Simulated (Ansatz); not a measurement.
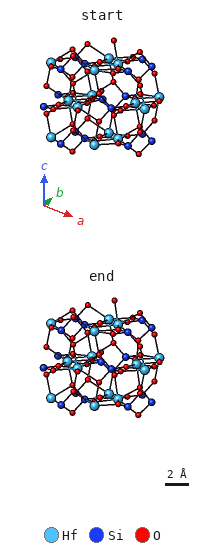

The structure of a defect cell of composition Hf$_{6}$Si$_{6}$O$_{23}$ (cell charge +1) before (top) and after (bottom) a relaxation, at one scale.

The picture is a ball-and-stick view of the atoms within 5.8 Å of the atom that moves most (axes of the conventional cell (2 times the calculation's cell) (origin shifted)), seen slightly off an axis. Lengths and directions refer to the drawn axes.

These are results of Ansatz 0.2.0, DFT PBEsol, scalar-relativistic, plane waves, PAW, not measurements. (plane-wave cutoff 420 eV; k-point mesh 2 × 2 × 2; occupations gaussian; smearing width 0.02 eV; collinear spin; atoms relaxed in a fixed cell; force threshold 0.03 eV/Å; at most 40 steps)

Q: Describe what moved and what it gained.

A: The largest move is that of a Si atom, 0.20 Å roughly along [−1 0 −3]. By element the largest moves are Si 0.20 Å, O 0.12 Å, Hf 0.12 Å. The lattice vectors keep their values. Among the contacts that change: Hf–O 2.248 → 2.173 Å, O–Si 1.685 → 1.615 Å, Hf–O 2.295 → 2.227 Å, Hf–O 2.235 → 2.294 Å. Among the angles between lasting bonds that change: Hf–O–Si 95.2° → 109.0°, Hf–O–Si 154.6° → 141.9°, O–Si–O 108.7° → 117.1°. After 5 geometry steps the energy has fallen by 0.683 eV per cell of the calculation. Largest force component: 3.1 eV/Å at the start, 0.0077 eV/Å at the end. The program noted that the starting moments weren't kept.

Limits of the set-up: the k-point mesh is coarse for a cell with partly filled bands; the periodic images lie only 6.6 Å apart, so the values are limited by the cell's size; the cell is charged, on a uniform background, and energies carry no finite-size correction.
